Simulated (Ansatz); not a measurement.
Given this structure:

```cif
data_structure
_symmetry_space_group_name_H-M 'P 1'
_symmetry_Int_Tables_number 1
_cell_length_a 3.4929
_cell_length_b 3.4929
_cell_length_c 13.8257
_cell_angle_alpha 90.000
_cell_angle_beta 90.000
_cell_angle_gamma 120.000
_cell_volume 146.08
loop_
_atom_site_label
_atom_site_type_symbol
_atom_site_fract_x
_atom_site_fract_y
_atom_site_fract_z
_atom_site_occupancy
Sn1 Sn 0.66667 0.33333 0.33333 1
O1 O 0.33333 0.66667 0.40384 1
O2 O 0.00000 0.00000 0.26283 1
Sn2 Sn 0.33333 0.66667 0.66667 1
O3 O 0.00000 0.00000 0.73717 1
O4 O 0.66667 0.33333 0.59616 1
Sn3 Sn 0.00000 0.00000 0.00000 1
O5 O 0.66667 0.33333 0.07050 1
O6 O 0.33333 0.66667 0.92950 1
```

Before looking at a picture, describe the arrangement of atoms.

Answer. Composition: SnO2. It belongs to space group R-3m (No. 166) and has a rhombohedral (trigonal R) lattice. One cell contains 3 Sn, 6 O, 9 atoms in all. Each Sn atom is coordinated by six O in a distorted octahedral arrangement at 2.24 Å. O is linked to three Sn in a trigonal pyramidal arrangement at 2.24 Å. The bonds build SnO2 layers parallel to (001).

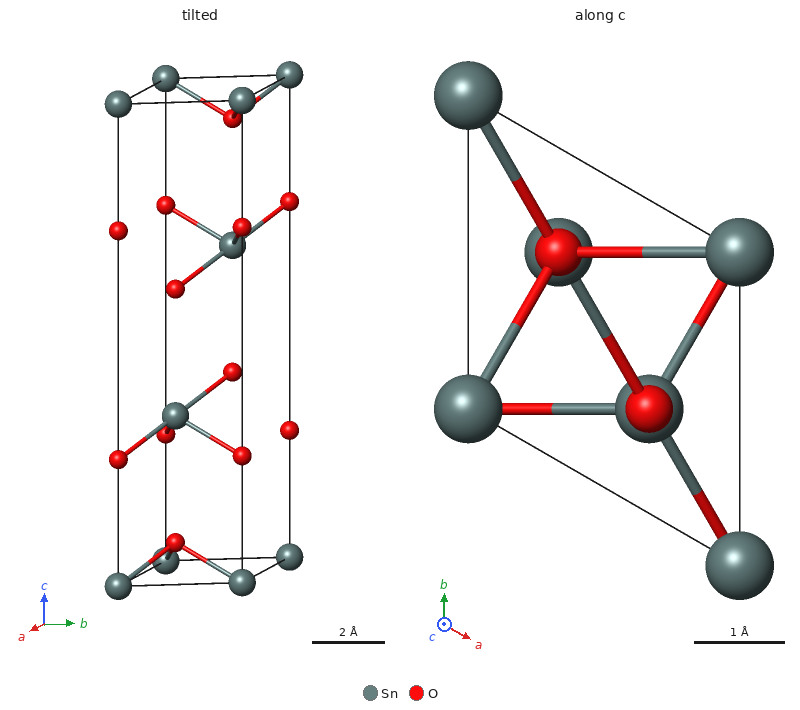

This ball-and-stick model is shown slightly off an axis and along the c axis. The lines enclose the conventional unit cell; boundary atoms appear with their images.

Its origin is a structure listed in the Materials Project. The cell was then strained or its atoms displaced on purpose. A calculation with Ansatz used it as input.

At this level of theory the run's own cell isn't at rest (stretched, at -23 GPa and forces up to 1.1 eV/Å), so its distances can differ from those at equilibrium, the more so the softer the solid.
